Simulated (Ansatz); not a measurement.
Convergence test: the k-point mesh is varied and all else is held.
System: Br (Cmce, 4 atoms in the cell).
Method: Ansatz 0.2.0, DFT, LDA (PW92), plane waves (420 eV) with PAW, scalar-relativistic; Fermi–Dirac smearing of 0.05 eV.
ΔE is the free energy less its value at the densest setting, 14×14×6.
Dashed lines or grey bands mark the tolerance: 1 meV/atom and 0.1 GPa.
On logarithmic panels, open markers lie below the reference value and filled ones above.
Values: 2×2×1, 3×3×1, 3×3×2, 5×5×2, 6×6×3, 8×8×3, 10×10×4 and 14×14×6.

Question: How do the results converge (to 1 meV/atom and 0.1 GPa)?

Answer: The free energy is within 1 meV/atom of the densest setting's value from 6×6×3 on. It is off by 71 meV/atom at 2×2×1, 100 meV/atom at 3×3×1, 10 meV/atom at 3×3×2 and 2.2 meV/atom at 5×5×2 (on both sides of it). The pressure is within 0.1 GPa of the densest setting's value from 5×5×2 on. It is −0.26 GPa at 2×2×1, −1.09 GPa at 3×3×1, −0.16 GPa at 3×3×2 and −0.04 GPa at 14×14×6.

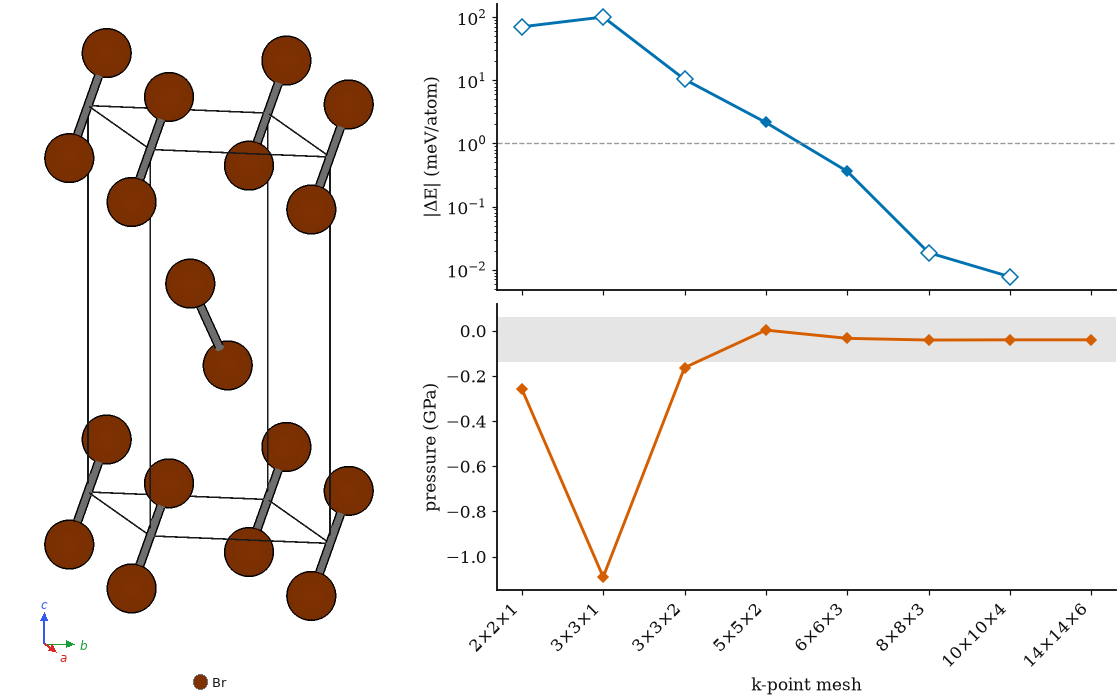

Beside the plot: the structure.
